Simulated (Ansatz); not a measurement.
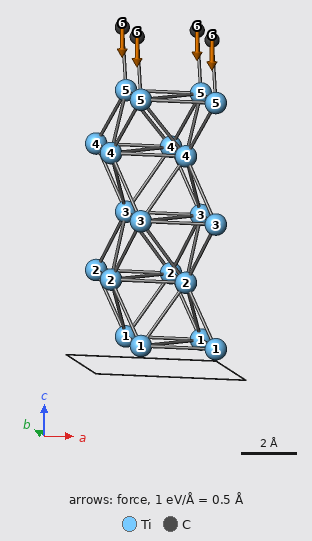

Starting geometry of a slab of composition Ti₅C (cut from the P6_3/mmc phase) with the computed forces as orange arrows. A ball-and-stick model of the 2 × 2 repeat of the cell, outlined in the plane, without the vacuum, seen slightly off an axis.

Case: C over the place (0/4, 1/4) of the surface cell, its height relaxed. The slab is the (0 0 1) face of Ti with C on it. 5 atoms are held fixed.

Method: Ansatz 0.2.0, DFT r2SCAN, scalar-relativistic, plane waves, PAW.

Input
```yaml
crystal:
  lattice:
    - [2.935796943, 0.0, 0.0]
    - [-1.4678984715, 2.542474733, 0.0]
    - [0.0, 0.0, 28.2723858137]
  atoms:
    - { symbol: Ti, position: [0.6666666667, 0.3333333333, 0.3006467178] }
    - { symbol: Ti, position: [0.3333333333, 0.6666666667, 0.3826382578] }
    - { symbol: Ti, position: [0.6666666667, 0.3333333333, 0.4651113222] }
    - { symbol: Ti, position: [0.3333333333, 0.6666666667, 0.5494892943] }
    - { symbol: Ti, position: [0.6666666667, 0.3333333333, 0.6254777747] }
    - { symbol: C, position: [0.6666666667, 0.5833333333, 0.7054144315] }
basis:
  ecutwfc: 500
kpoints:
  mp_grid: { grid: [12, 12, 1] }
hamiltonian:
  xc: r2scan
scf:
  occupations: { method: gaussian, width: 0.1 }
output:
  forces: true
  eigenvalues: true
relax:
  adjacent_minimum: "off"
  f_tol: 0.02
  max_steps: 25
  constraints: [{ sites: [0, 1, 2, 3, 4] }, { site: 5, fix: xy }]
efield:
  axis: 3
  dipole_correction: true
  ramp_width: 0.04
```

Command:
```bash
ansatz run input.yaml --threads 2 --pin off --max-ram 5120MiB --backend cpu --events-out ev --progress --plain --runs-dir out
```

Q: Is this structure relaxed? If not, where do the atoms go?

A: It isn't relaxed: the largest force vector, on C6, is 2.34 eV/Å. The atoms end up moving mostly along the starting forces (cosine between the two patterns 1.00). The largest move is that of C6, 0.55 Å along the normal (−c). Ti stays in place. The cell stays as it was. Among the contacts that change: Ti5–C6 2.376 → 1.859 Å. After 4 accepted moves (5 points after the start) the energy has fallen by 0.891 eV per cell of the calculation. The largest force component goes from 2.3 to 0.0095 eV/Å. 1 step only repeated the SCF at the same geometry. Cost: 4.7 min on 2 threads of Intel(R) Xeon(R) Platinum 8488C (Sapphire Rapids) (shared host), peak memory 1.3 GiB.

Limits of the set-up: the periodic images lie only 2.9 Å apart, so the values are limited by the cell's size.
